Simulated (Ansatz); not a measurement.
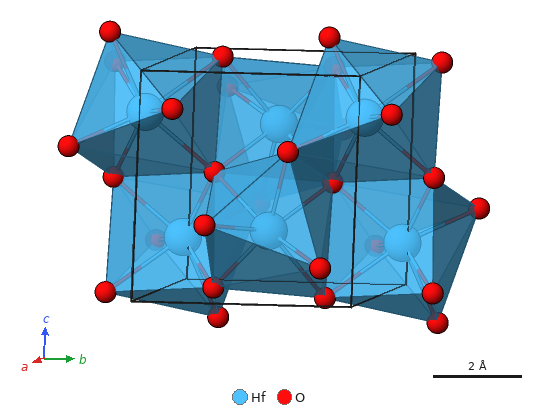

Polyhedral model, viewed slightly off an axis. The wireframe shows the conventional unit cell. Some atoms of the next cells are drawn as well.

HfO₂, space group P2_1/c (No. 14), a = 5.114 Å, b = 5.181 Å, c = 5.295 Å, α = 90.00°, β = 99.46°, γ = 90.00°. The initial geometry was a structure listed in the Materials Project. Earlier steps of the study, as a rule a relaxation of our own, may have changed the cell and positions, so they can lie some per cent off the listed ones. It went into a calculation with Ansatz.

This one geometry was computed with Ansatz (DFT, plane waves, PAW) at five levels of theory: r2SCAN, PBE, HSE06, PBE0 and PBE with spin-orbit coupling. It was relaxed beforehand with r2SCAN.

**Which level gives the highest pressure at this volume, and what does that say about its equilibrium volume?**

Highest: PBE (5.6 GPa) and PBE with spin-orbit coupling (5.3 GPa), which points to the largest equilibrium volume. Lowest, with the smallest volume: r2SCAN (0.0 GPa), HSE06 (0.0 GPa) and PBE0 (0.1 GPa). Levels within 0.5 GPa of each other can't be told apart.

**How does the band gap change with the level of theory?**

PBE with spin-orbit coupling: a gap of 4.09 eV, indirect; PBE: a gap of 4.09 eV, indirect; r2SCAN: a gap of 4.60 eV, indirect; HSE06: a gap of 5.69 eV, indirect; PBE0: a gap of 6.45 eV, indirect.

**Collect the results in a table.**

| level | cutoff (eV) | k-mesh of the run's cell | gap (eV) | pressure (GPa) |
| --- | --- | --- | --- | --- |
| r2SCAN | 500 | 6×6×6 | 4.60 | 0.0 |
| PBE | 420 | 6×6×6 | 4.09 | 5.6 |
| HSE06 | 420 | 4×4×4 | 5.69 | 0.0 |
| PBE0 | 420 | 4×4×4 | 6.45 | 0.1 |
| PBE with spin-orbit coupling | 420 | 6×6×6 | 4.09 | 5.3 |

Gaps are taken on the k-mesh or band path of each run.
